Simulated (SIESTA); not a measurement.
**Energy of GeSi along an even scaling of the cell**

System: GeSi (P6₃mc, 4 atoms in the cell).
Method: Kohn-Sham DFT of a periodic cell, PBEsol, PseudoDojo 0.4 standard, converted to PSML, no spin polarisation (SIESTA 5.4.2).

The 7 runs differ only in the geometry, by an even scaling of the cell at fixed fractional positions. The structure derives from a Materials Project entry.

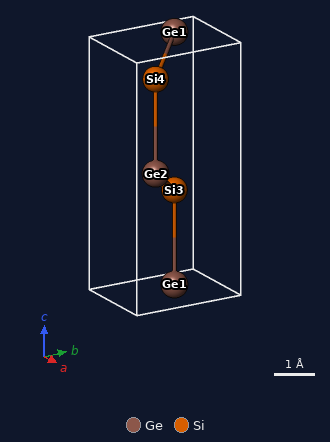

Figure 1. The structure of run 4 (ball-and-stick view of the cell of the calculation, seen slightly off an axis; atoms are numbered from 1 in the order of the input). An atom can appear more than once, as a periodic image.

## Input of run 4
```
SystemName                      SiGe
SystemLabel                     SiGe
NumberOfSpecies                 2
NumberOfAtoms                   4
%block ChemicalSpeciesLabel
  1  32 Ge
  2  14 Si
%endblock ChemicalSpeciesLabel

LatticeConstant                 1.0 Ang
%block LatticeVectors
     3.9044512986     0.0000000000     0.0000000000
    -1.9522256493     3.3813540124     0.0000000000
     0.0000000000     0.0000000000     6.4507830000
%endblock LatticeVectors
AtomicCoordinatesFormat         Fractional
%block AtomicCoordinatesAndAtomicSpecies
     0.3333333333     0.6666666667     0.0003920000  1  Ge
     0.6666666667     0.3333333333     0.5003920000  1  Ge
     0.3333333333     0.6666666667     0.3746070000  2  Si
     0.6666666667     0.3333333333     0.8746070000  2  Si
%endblock AtomicCoordinatesAndAtomicSpecies

%block kgrid.MonkhorstPack
    8   0   0  0.0
    0   8   0  0.0
    0   0   4  0.0
%endblock kgrid.MonkhorstPack
XC.Functional                   GGA
XC.Authors                      PBEsol
PAO.BasisSize                   DZP
PAO.EnergyShift                 0.003 Ry
Mesh.Cutoff                     800 Ry
OccupationFunction              FD
ElectronicTemperature           0.05 eV
MaxSCFIterations                120
SCF.MustConverge                false
SCF.Mixer.Method                Pulay
SCF.Mixer.Weight                0.25
SCF.Mixer.History               8
SCF.DM.Tolerance                5.0e-05
SCF.H.Tolerance                 1.0e-03 eV
WriteForces                     true
Charge.Mulliken                 end
%block PAO.Basis
  Ge 4
  n=4 0 2
    5.960 0.000
  n=4 1 2
    8.130 0.000
  n=3 2 2
    3.189 0.000
  n=4 2 1
    8.130
%endblock PAO.Basis
```

Command:
```bash
siesta < SiGe.fdf > SiGe.out 2>&1
```

Lattice vectors (Å) and fractional positions of run 4:
```
   3.904451    0.000000    0.000000
  -1.952226    3.381354    0.000000
   0.000000    0.000000    6.450783
Ge  0.333333  0.666667  0.000392
Ge  0.666667  0.333333  0.500392
Si  0.333333  0.666667  0.374607
Si  0.666667  0.333333  0.874607
```

Run 3 differs from it as follows:
```diff
-     3.9044512986     0.0000000000     0.0000000000
-    -1.9522256493     3.3813540124     0.0000000000
-     0.0000000000     0.0000000000     6.4507830000
+     3.8782461379     0.0000000000     0.0000000000
+    -1.9391230689     3.3586596775     0.0000000000
+     0.0000000000     0.0000000000     6.4074878499
```

## Results, with one run withheld

```tsv
run	volume per atom (Å³)	free energy per atom, from the lowest run given (meV)	pressure (GPa)	gap on the mesh (eV)
1	20.014	28.23	6.55	0.35
2	20.440	13.71	4.44	0.39
3	20.866	?	?	?
4	21.291	0.12	0.84	0.44
5	21.717	0.00	−0.68	0.38
6	22.143	3.78	−2.08	0.33
7	22.569	11.00	−3.31	0.28
```

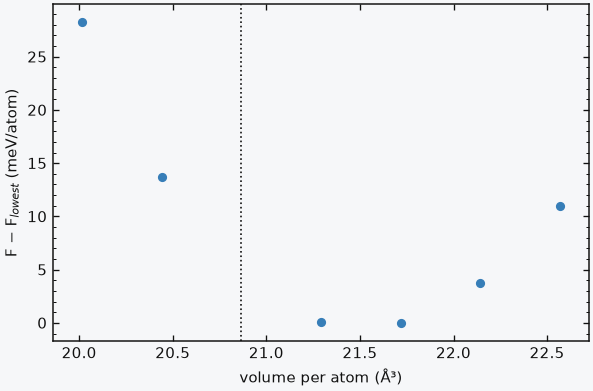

Figure 2. Free energy per atom of the runs given; the dotted line marks run 3.

Fit the runs given and predict run 3.

A cubic polynomial in V^(−2/3) (the Birch–Murnaghan form), fitted to the 6 runs given, misses them by at most 0.01 meV per atom. With x = V^(−2/3) − 0.13002 Å⁻², it reads F = −0.061438 + 1037.3 x + 7.0032e+05 x² + 1.0437e+06 x³ (meV per atom). At run 3 it gives 4.52 meV per atom, and the run itself gives 4.52. The slope of the fit gives a pressure −dF/dV of 2.52 GPa there, and the run prints 2.53 GPa. The fit has its minimum at 21.514 Å³ per atom, where V d²F/dV² gives 77.2 GPa. Cell shape and fractional positions are held, so this is the stiffness under even scaling; the relaxed bulk modulus wasn't computed. The gap on the mesh lies between 0.28 eV (run 7) and 0.44 eV (run 4); run 3 has 0.42 eV. These are gaps of this functional on this mesh, which can miss the band edges; they aren't the measured gap.

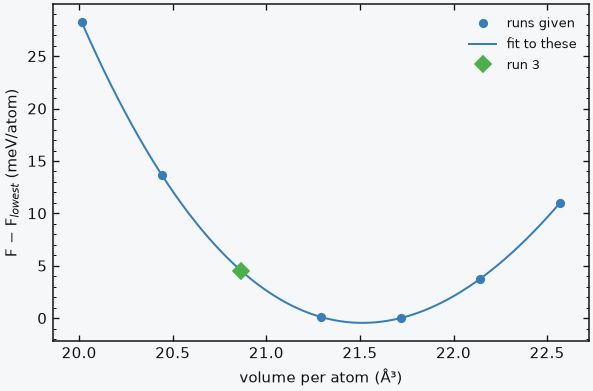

Figure 3. The fit and the withheld run.

## Some lines of the output (run 3)
```
[...]
outcell: Cell volume (Ang**3)        :     83.4621
stepf: Fermi-Dirac step function
siesta: Etot    =     -5083.640599
siesta: FreeEng =     -5083.640674
        iscf     Eharris(eV)        E_KS(eV)     FreeEng(eV)     dDmax    Ef(eV) dHmax(eV)
siesta: E_KS(eV) =            -5083.7162
siesta: E_KS - E_eggbox =     -5083.7162
siesta: Etot    =     -5083.716182
siesta: FreeEng =     -5083.716393
siesta:         Fermi =      -4.659670
siesta: Cell volume =         83.462072 Ang**3
    Orbital volume contribution        =           4.675284 eV
```

Notes: Points of doubt noted for this run: mulliken charges of long orbitals. With a small basis of atomic orbitals these values can differ much from converged plane-wave results.
